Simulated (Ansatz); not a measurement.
**Ir: a changed input and its effect**

System: Ir (2 atoms in the cell).
Method of run 1: DFT, r2SCAN, plane waves (500 eV) with PAW, scalar-relativistic, spin-polarised (Ansatz 0.2.0).

Text and figures count atoms from 1; the logs count them from 0 in places.

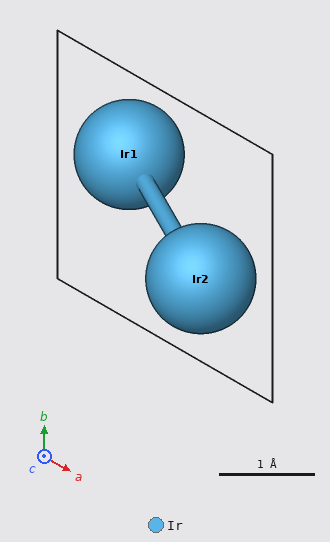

**Figure 1.** The structure as given in the input (ball-and-stick view of the cell of the calculation, along the c axis; atoms are numbered from 1 in the order of the input). Near neighbours in the crystal (not all of them lie inside the picture): Ir has 12 Ir at 2.60 to 2.61 Å.

Input file, run 1:
```yaml
crystal:
  lattice:
    - [2.6132048435, 0.0, 0.0]
    - [-1.3066024218, 2.2631017798, 0.0]
    - [0.0, 0.0, 4.2463291414]
  atoms:
    - { symbol: Ir, position: [0.3333333333, 0.6666666667, 0.25], spin: 1.0 }
    - { symbol: Ir, position: [0.6666666667, 0.3333333333, 0.75], spin: 1.0 }
hamiltonian:
  xc: r2scan
  pseudopotentials:
    kind: paw
    azcp:
      Ir: "pseudopotentials/Ir.paw.azcp"
basis:
  ecutwfc: 500
  fft_grid_basis: typed
kpoints:
  mp_grid: { grid: [22, 22, 12], shift: [0, 0, 0] }
magnetization:
  spin_polarized: true
scf:
  occupations: { method: fermi_dirac, width: 0.05 }
output:
  stress: true
  write_density: true
  write_potential: true
  elf: true
  volumetric_format: npy
```

Hardware: 2 threads of an x86-64 CPU, shared host.

Output, shortened to warnings, some set-up lines, iterations and results (run 1):
```
WARN: the starting moments were not kept: the SCF closed with an absolute magnetisation of 6.3e-7 μB, where they sum to 2 μB in size (2 sites). That is at most 0.1 of that sum. Measured as dr2_m measures the in/out step, that magnetisation stands 1.3e-13 eV from none, at or under the dr2_threshold of 1.0e-7 eV: it is no larger than a step whose dr2_m would equal this threshold. The system may …
Basis set: ecut = 500 eV, 627 PW (Γ), exchange–correlation on 80×80×128 points (64 copies of the dense FFT grid, shifted against one another)
Symmetry: 24 space group operations
k-points: 364 of 5808
Initial density: superposition of atomic densities (chi_scale 0.1, normalization cell)
[...]
SCF iter   1: F=—  HF=-23895.863719 eV  |F-HF|=—  |Δ(HF+E_count)|=         —  Δρ=3.86e-2 (↑3.86e-2 ↓2.81e-2)  dr2=4.99e-1  dr2_τ=2.97e-2  dr2_m=1.07e-1  M=1.030 μB ∫|m|=1.052 …
SCF iter   2: F=—  HF=-23895.826375 eV  |F-HF|=—  |Δ(HF+E_count)|=   3.73e-2  Δρ=2.11e-2 (↑2.11e-2 ↓1.49e-2)  dr2=1.56e-1  dr2_τ=5.38e-3  dr2_m=2.60e-2  M=0.926 μB ∫|m|=0.954 …
SCF iter   3: F=—  HF=-23896.552677 eV  |F-HF|=—  |Δ(HF+E_count)|=         —  Δρ=3.72e-2 (↑3.72e-2 ↓2.66e-2)  dr2=5.16e-2  dr2_τ=4.47e-2  dr2_m=2.23e-1  M=-0.112 μB …
SCF iter   4: F=—  HF=-23896.671998 eV  |F-HF|=—  |Δ(HF+E_count)|=   1.19e-1  Δρ=1.21e-2 (↑1.21e-2 ↓9.06e-3)  dr2=9.94e-2  dr2_τ=4.39e-3  dr2_m=1.83e-3  M=-0.008 μB …
SCF iter   5: F=—  HF=-23896.649037 eV  |F-HF|=—  |Δ(HF+E_count)|=   2.30e-2  Δρ=6.05e-3 (↑6.05e-3 ↓4.02e-3)  dr2=2.01e-2  dr2_τ=6.42e-4  dr2_m=1.01e-3  M=-0.002 μB …
[... 7 lines ...]
SCF iter  13: F=—  HF=-23896.659259 eV  |F-HF|=—  |Δ(HF+E_count)|=   1.10e-9  Δρ=2.74e-6 (↑2.59e-6 ↓2.74e-6)  dr2=8.36e-10  dr2_τ=3.53e-10  dr2_m=6.49e-10  M=-0.000 μB …
SCF iter  14: F=—  HF=-23896.659259 eV  |F-HF|=—  |Δ(HF+E_count)|=   2.01e-9  Δρ=1.53e-6 (↑1.53e-6 ↓1.50e-6)  dr2=3.59e-10  dr2_τ=1.26e-10  dr2_m=1.09e-10  M=-0.000 μB …
SCF iter  15: F=—  HF=-23896.659259 eV  |F-HF|=—  |Δ(HF+E_count)|=  4.73e-10  Δρ=7.12e-7 (↑5.70e-7 ↓7.12e-7)  dr2=4.43e-11  dr2_τ=1.74e-11  dr2_m=5.14e-11  M=-0.000 μB …
SCF iter  16: F=-23896.659259 eV  HF=-23896.659259 eV  |F-HF|=3.64e-12  |Δ(HF+E_count)|=  2.62e-10  Δρ=1.49e-7 (↑1.49e-7 ↓1.33e-7)  dr2=5.19e-12  dr2_τ=7.04e-13  …
SCF 1 converged in 16 iterations: F = -23896.659259 eV  dr2 = 5.19e-12
the search or the solves at the SCF's close seem to have found levels that the self-consistency loop had missed (the run counts 1). By its estimate they hold under 1e-12 electrons; where the run keeps them, the occupations were computed again with them
WARN: the starting moments were not kept: the SCF closed with an absolute magnetisation of 6.3e-7 μB, where they sum to 2 μB in size (2 sites). That is at most 0.1 of that sum. Measured as dr2_m measures the in/out step, that magnetisation stands 1.3e-13 eV from none, at or under the dr2_threshold …
this state was not tested for a lower state beside it, because the mixer in use, unlike msr1, does not test its closes by its own steps (another_mixer; see scf.mixing.algorithm and scf.lower_state_search)
SCF converged after 16 iterations
Magnetization: -0.0000 μB (17.0000 up, 17.0000 down)
Absolute magnetization: 0.0000 μB (∫|ρ↑−ρ↓|, with the PAW one-centre terms)
Spin contamination: 0.0000 ħ² per cell (⟨S²⟩ above its minimum at these occupations)
Per-site moments (μB) at R_I (Å): [(-6.616984807589652e-8, 1.0744106833909532), (-6.616984827445859e-8, 1.0744106833909532)]
Free energy (F): -23896.659259 eV
Harris-Foulkes:  -23896.659259 eV  (|F-HF|=3.64e-12)
Internal energy: -23896.644542 eV  (E = F + TS)
[...]
```

For run 2 the input was changed thus:
```diff
-    - [2.6132048435, 0.0, 0.0]
-    - [-1.3066024218, 2.2631017798, 0.0]
-    - [0.0, 0.0, 4.2463291414]
+    - [2.6522136519, 0.0, 0.0]
+    - [-1.326106826, 2.2968843988, 0.0]
+    - [0.0, 0.0, 4.3097165334]
```

Predict how the results change.

With the same functional and potentials, run 2 lies 183.0 meV per atom lower. The pressure goes from 65.57 to 38.25 GPa. The volume per atom goes from 12.56 to 13.13 Å³. The cell is scaled evenly with the atoms at fixed fractional positions, so −ΔP/Δ ln V estimates the bulk modulus midway between the two volumes: about 610 GPa. The SCF takes 15 iterations against 16. The plane waves at Γ go from 627 to 663.

Output, shortened to warnings, some set-up lines, iterations and results (run 2):
```
WARN: the starting moments were not kept: the SCF closed with an absolute magnetisation of 2.1e-6 μB, where they sum to 2 μB in size (2 sites). That is at most 0.1 of that sum. Measured as dr2_m measures the in/out step, that magnetisation stands 8.9e-13 eV from none, at or under the dr2_threshold of 1.0e-7 eV: it is no larger than a step whose dr2_m would equal this threshold. The system may …
Basis set: ecut = 500 eV, 663 PW (Γ), exchange–correlation on 80×80×128 points (64 copies of the dense FFT grid, shifted against one another)
Symmetry: 24 space group operations
k-points: 364 of 5808
Initial density: superposition of atomic densities (chi_scale 0.1, normalization cell)
[...]
SCF iter   1: F=—  HF=-23896.375946 eV  |F-HF|=—  |Δ(HF+E_count)|=         —  Δρ=3.64e-2 (↑3.64e-2 ↓2.64e-2)  dr2=5.16e-1  dr2_τ=2.44e-2  dr2_m=9.24e-2  M=1.077 μB ∫|m|=1.100 …
SCF iter   2: F=—  HF=-23896.335718 eV  |F-HF|=—  |Δ(HF+E_count)|=   4.02e-2  Δρ=1.97e-2 (↑1.97e-2 ↓1.41e-2)  dr2=1.60e-1  dr2_τ=5.04e-3  dr2_m=2.02e-2  M=0.973 μB ∫|m|=1.006 …
SCF iter   3: F=—  HF=-23897.002113 eV  |F-HF|=—  |Δ(HF+E_count)|=         —  Δρ=3.76e-2 (↑3.76e-2 ↓2.73e-2)  dr2=5.18e-2  dr2_τ=4.81e-2  dr2_m=2.43e-1  M=-0.111 μB …
SCF iter   4: F=—  HF=-23897.039719 eV  |F-HF|=—  |Δ(HF+E_count)|=   3.76e-2  Δρ=1.16e-2 (↑1.16e-2 ↓8.73e-3)  dr2=9.82e-2  dr2_τ=4.41e-3  dr2_m=1.79e-3  M=-0.006 μB …
SCF iter   5: F=—  HF=-23897.016341 eV  |F-HF|=—  |Δ(HF+E_count)|=   2.34e-2  Δρ=5.70e-3 (↑5.70e-3 ↓3.76e-3)  dr2=1.88e-2  dr2_τ=6.30e-4  dr2_m=1.02e-3  M=0.000 μB ∫|m|=0.017 …
[... 6 lines ...]
SCF iter  12: F=—  HF=-23897.025191 eV  |F-HF|=—  |Δ(HF+E_count)|=   4.16e-8  Δρ=7.32e-6 (↑7.32e-6 ↓6.18e-6)  dr2=2.22e-9  dr2_τ=1.45e-9  dr2_m=9.46e-9  M=-0.001 μB …
SCF iter  13: F=—  HF=-23897.025191 eV  |F-HF|=—  |Δ(HF+E_count)|=   2.87e-8  Δρ=4.26e-6 (↑4.12e-6 ↓4.26e-6)  dr2=1.59e-9  dr2_τ=8.74e-10  dr2_m=2.44e-9  M=-0.000 μB …
SCF iter  14: F=—  HF=-23897.025191 eV  |F-HF|=—  |Δ(HF+E_count)|=   7.90e-9  Δρ=2.38e-6 (↑2.38e-6 ↓2.25e-6)  dr2=8.16e-10  dr2_τ=2.21e-10  dr2_m=3.31e-10  M=-0.000 μB …
SCF iter  15: F=-23897.025191 eV  HF=-23897.025191 eV  |F-HF|=9.46e-11  |Δ(HF+E_count)|=   1.64e-9  Δρ=3.63e-7 (↑3.63e-7 ↓3.10e-7)  dr2=2.68e-11  dr2_τ=5.30e-12  …
SCF 1 converged in 15 iterations: F = -23897.025191 eV  dr2 = 2.68e-11
the search or the solves at the SCF's close seem to have found levels that the self-consistency loop had missed (the run counts 1). By its estimate they hold under 1e-12 electrons; where the run keeps them, the occupations were computed again with them
WARN: the starting moments were not kept: the SCF closed with an absolute magnetisation of 2.1e-6 μB, where they sum to 2 μB in size (2 sites). That is at most 0.1 of that sum. Measured as dr2_m measures the in/out step, that magnetisation stands 8.9e-13 eV from none, at or under the dr2_threshold …
this state was not tested for a lower state beside it, because the mixer in use, unlike msr1, does not test its closes by its own steps (another_mixer; see scf.mixing.algorithm and scf.lower_state_search)
SCF converged after 15 iterations
Magnetization: -0.0000 μB (17.0000 up, 17.0000 down)
Absolute magnetization: 0.0000 μB (∫|ρ↑−ρ↓|, with the PAW one-centre terms)
Spin contamination: 0.0000 ħ² per cell (⟨S²⟩ above its minimum at these occupations)
Per-site moments (μB) at R_I (Å): [(-6.395281209465634e-7, 1.0904490282497434), (-6.395281209816304e-7, 1.0904490282497434)]
Free energy (F): -23897.025191 eV
Harris-Foulkes:  -23897.025191 eV  (|F-HF|=9.46e-11)
Internal energy: -23897.009165 eV  (E = F + TS)
[...]
```

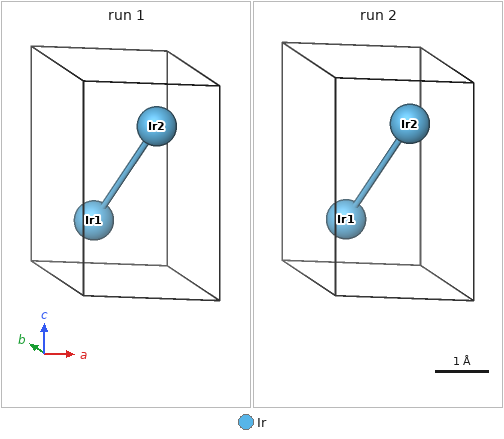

**Figure 2.** The two input geometries at one scale (ball-and-stick view of the cell of the calculation, seen slightly off an axis). No atom moves by more than 0.005 Å relative to the cell. The volume changes by +4.5 %, with a = b 2.613 → 2.652 Å (+1.5 %), c 4.246 → 4.310 Å (+1.5 %). Among the contacts that change: Ir1–Ir1 2.613 → 2.652 Å, Ir1–Ir2 2.605 → 2.644 Å.

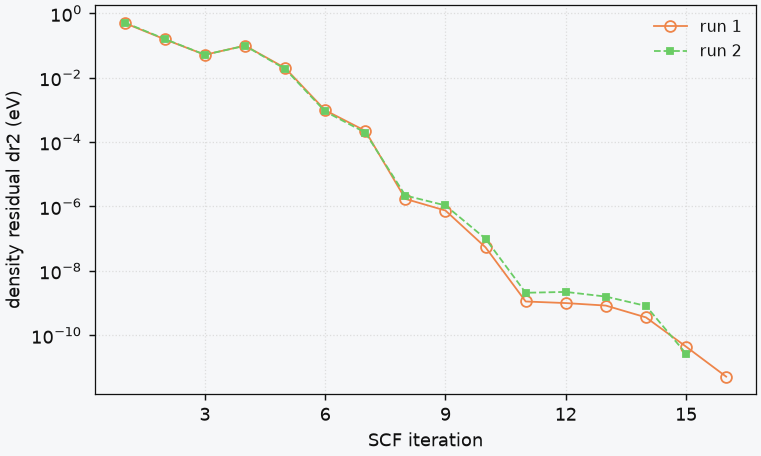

**Figure 3.** Convergence of the two runs: density residual dr2 against the SCF iteration. Run 1 takes 16 iterations in all, and run 2 takes 15.

The two runs side by side:

```tsv
quantity	run 1	run 2
outcome	converged	converged
free energy per atom (eV)	−11948.3296	−11948.5126
energy per atom, smearing taken to zero (eV)	−11948.3260	−11948.5086
net moment of the cell (μB)	0.00	0.00
absolute moment of the cell (μB)	0.00	0.00
pressure (GPa)	65.57	38.25
volume per atom (Å³)	12.56	13.13
SCF iterations	16	15
irreducible k-points	364	364
plane waves at Γ	627	663
wall time (shared host)	23 s	20 s
```

For both runs: Warnings: some starting moments were not kept; the state was not tested for a lower one. Spin–orbit coupling is left out, which matters for Ir. For run 1: The cell is under a pressure of 66 GPa at this level, so it is not at its equilibrium volume. For run 2: The cell is under a pressure of 38 GPa at this level, so it is not at its equilibrium volume.
